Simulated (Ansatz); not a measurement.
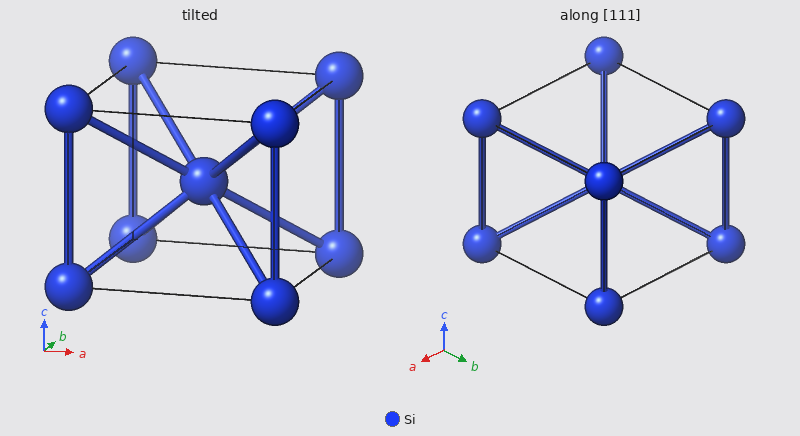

The crystal in a ball-and-stick representation, seen slightly off an axis and along [111]. The wireframe shows the conventional unit cell.

In words:

- The element is silicon.
- It belongs to space group I4/mmm (No. 139) and has a body-centred tetragonal lattice.
- The cell holds two atoms.
- Counting atoms within bonding range gives coordination numbers of Si 10.

Starting structure: a structure listed in the Materials Project. The cell was then strained or its atoms displaced on purpose. It went into a calculation with Ansatz.

At this level of theory the cell isn't at rest (compressed, at 33 GPa), so its distances can differ from those at equilibrium, the more so the softer the solid.
